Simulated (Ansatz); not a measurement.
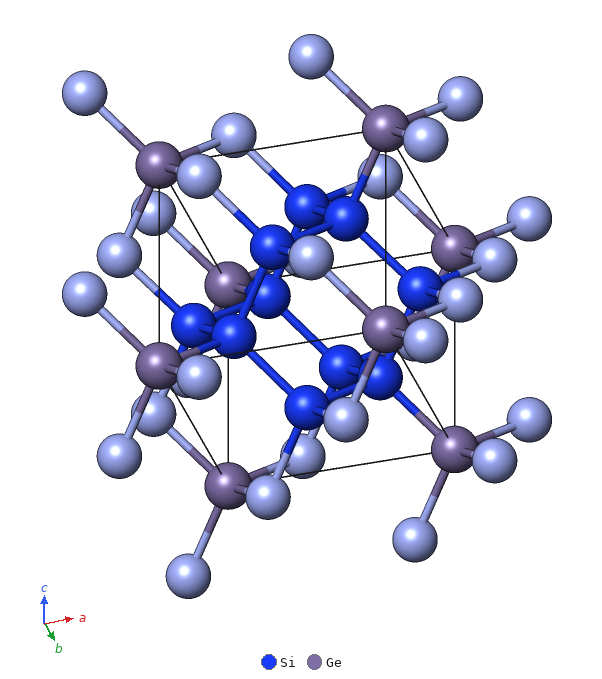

The figure gives a ball-and-stick picture of the atoms, viewed from a general direction. One conventional unit cell is framed, with atoms on its boundary repeated. Atoms just outside the outline that bond to atoms inside are added, in fainter colours.

Si₇Ge, space group P-43m (No. 215), a = 5.30 Å, b = 5.30 Å, c = 5.30 Å, α = 90.00°, β = 90.00°, γ = 90.00°.

Results below were computed with DFT PBEsol, scalar-relativistic, plane waves, PAW in Ansatz 0.2.0; the settings were cutoff 420 eV, k-point mesh 8×8×8, Gaussian smearing of 0.01 eV, no spin polarisation.

Question: Is it conducting or gapped at this level?

Answer: A semiconductor at this level, with a gap of 0.09 eV.

Question: How far is the cell from zero pressure?

Answer: The computed pressure is 10.0 GPa (compressed: it would expand).

The structure comes from a structure listed in the Materials Project. Earlier steps of the study, as a rule a relaxation of our own, may have changed the cell and positions, so they can lie some per cent off the listed ones. Ansatz was used for an electronic-structure calculation on it.

At this level of theory the run's own cell isn't at rest (compressed, at 10 GPa), so its distances can differ from those at equilibrium, the more so the softer the solid.
